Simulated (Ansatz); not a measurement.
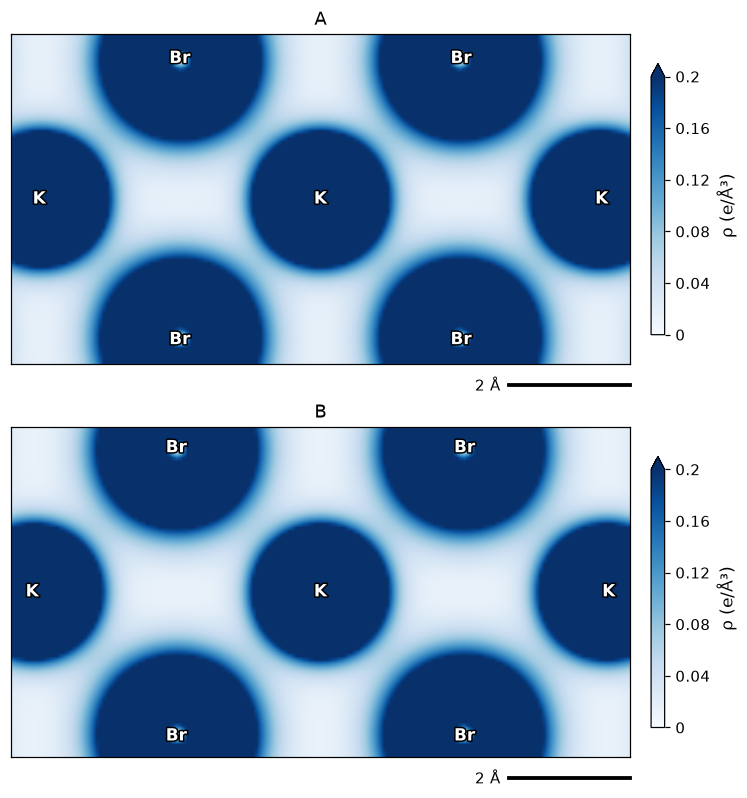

KBr. The valence pseudo-density of two cells that differ in size and shape, on the (110) plane of each (indices in the axes of the calculation cell), at one length scale and on one colour scale: B has 39.4 Å³ an atom and A 34.8.

Space group I4/mmm.

Method: DFT PBE, scalar-relativistic, plane waves, PAW (Ansatz 0.2.0).

The density is the valence pseudo-density of a PAW calculation; it isn't the true density close to the nuclei.

The larger cell:

```xyz
2
Lattice="0.0000 3.3748 3.4571 3.3748 0.0000 3.4571 3.3748 3.3748 0.0000" Properties=species:S:1:pos:R:3 pbc="T T T"
K     0.0000    0.0000    0.0000
Br    3.3748    3.3748    3.4571
```

The smaller cell: a = 4.598 Å, b = 4.598 Å, c = 4.656 Å, α = 59.58°, β = 59.58°, γ = 60.83°.

What does the compression do to the bonding and the properties?

From the larger cell to the smaller, K–Br goes from 3.37 to 3.29 Å, and the density at its midpoint from 0.08 to 0.09 e/Å³; the pressure goes from −0.5 to 1.3 GPa; the Kohn–Sham gap goes from 4.2 eV to 4.5 eV.
